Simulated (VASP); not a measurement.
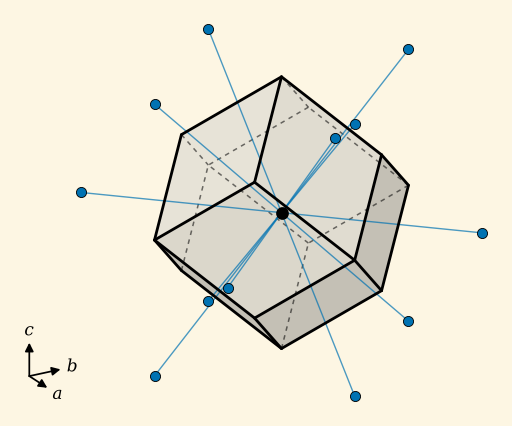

Crystal: InAs, coordinates from a relaxation with VASP Kohn-Sham DFT of a periodic cell, PBEsol with D3, VASP PAW PBE potentials, recommended (VASP 6.6.1). The Wigner–Seitz cell of the crystal's lattice, with lines to the lattice points that define its faces. Symmetry computed with spglib at a tolerance of 0.002 Å; standard conventional cell.

a = 6.051 Å, b = 6.051 Å, c = 6.051 Å, α = 90.00°, β = 90.00°, γ = 90.00°; lattice centring F.

Q: Which of Fedorov's five parallelohedra is it?

A: A rhombic dodecahedron: 12 faces (12 with 4 edges), 24 edges, 14 vertices. Its volume is that of the primitive cell, 55.4 Å³.

Q: Which lattice vectors do the faces bisect?

A:
```json
{"example": "1/2 a + 1/2 b", "length (Å)": "4.28", "faces": "12", "edges of each": "4", "area (Å²)": "6.5"}
```
